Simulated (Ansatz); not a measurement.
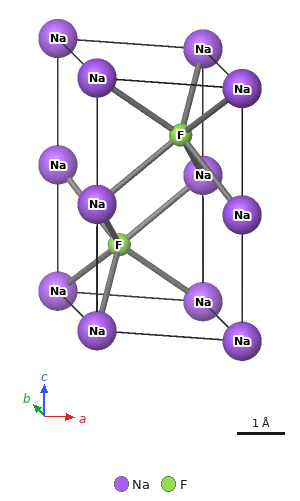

Lattice vibrations of solid NaF (a generated structure), at the zone centre. The picture is a ball-and-stick view of the cell of the calculation, seen slightly off an axis.

The calculation used DFT PBE, scalar-relativistic, plane waves, PAW in Ansatz. Set-up: plane-wave cutoff 420 eV; k-point mesh 12 × 12 × 4; occupations fixed; no spin polarisation.

Frequencies are those without the non-analytic (LO–TO) term.

Q: List the optical modes.

A: The calculation's cell holds 4 atoms, so there are 9 optical modes, in 6 levels. The optical modes span E₂u + E₂g + E₁u + A₂u + B₁g + B₂u. No level is unstable.

| level | symmetry | frequency (cm⁻¹) | activity |
| --- | --- | --- | --- |
| 1 | E₂u | 125 | silent |
| 2 | E₂g | 173 | Raman-active |
| 3 | E₁u | 214 | infrared-active |
| 4 | A₂u | 227 | infrared-active |
| 5 | B₁g | 297 | silent |
| 6 | B₂u | 318 | silent |

The modes drawn as arrows (one member of each degenerate set):

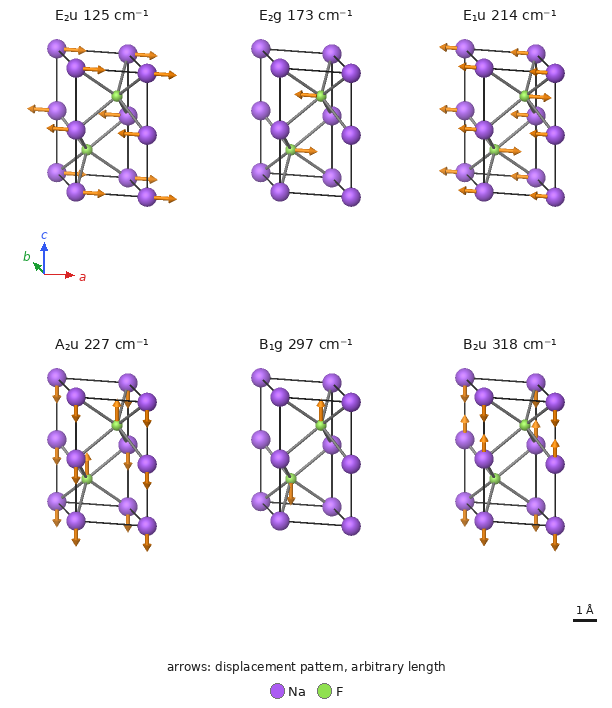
